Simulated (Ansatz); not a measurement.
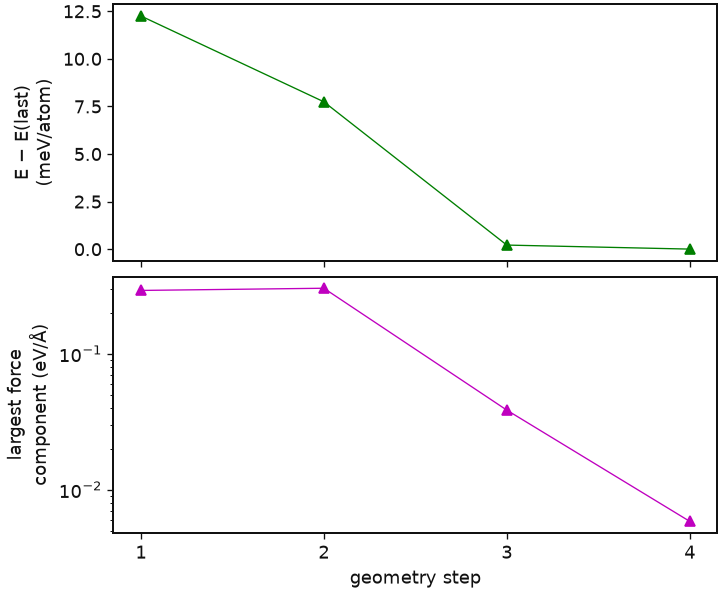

History of a geometry optimisation. Only the atoms move.

Rb15Cl17 (defect cell, 32 atoms in the cell, total charge +2); DFT PBEsol, scalar-relativistic, plane waves, PAW in Ansatz 0.2.0; cutoff 420 eV, 2×2×2 k-mesh, Gaussian smearing of 0.01 eV.

**How did the optimisation end?**

The optimisation met its thresholds at geometry 4, counting the start as the first. The energy fell by about 12 meV/atom from the first step to the last. The largest force component goes from about 0.29 eV/Å at the start to 6 × 10⁻³ eV/Å at the end.
